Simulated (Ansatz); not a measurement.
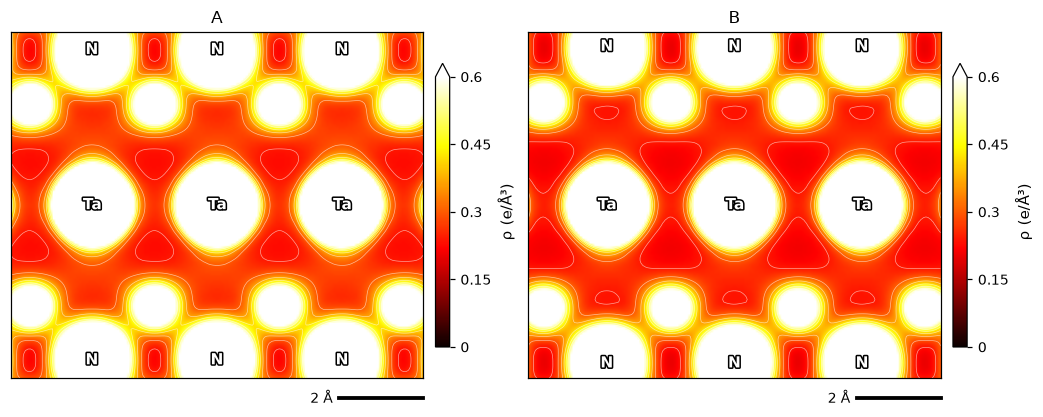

Ta3N. The valence pseudo-density of two cells that differ in size, on the (010) plane of each (indices in the axes of the calculation cell), at one length scale and on one colour scale: B has 15.3 Å³ an atom and A 14.4.

Space group P-3m1; a structure from a database of computed crystals, not necessarily the ambient phase.

These are results of Kohn-Sham DFT of a periodic cell, r2SCAN, Ansatz PAW in Ansatz, not measurements.

The density is the valence pseudo-density of a PAW calculation; it isn't the true density close to the nuclei.

**What changes from the larger cell to the smaller?**

From the larger cell to the smaller, Ta–Ta goes from 3.05 to 2.99 Å, and the density at its midpoint from 0.25 to 0.26 e/Å³; the pressure goes from −9 to 7 GPa.
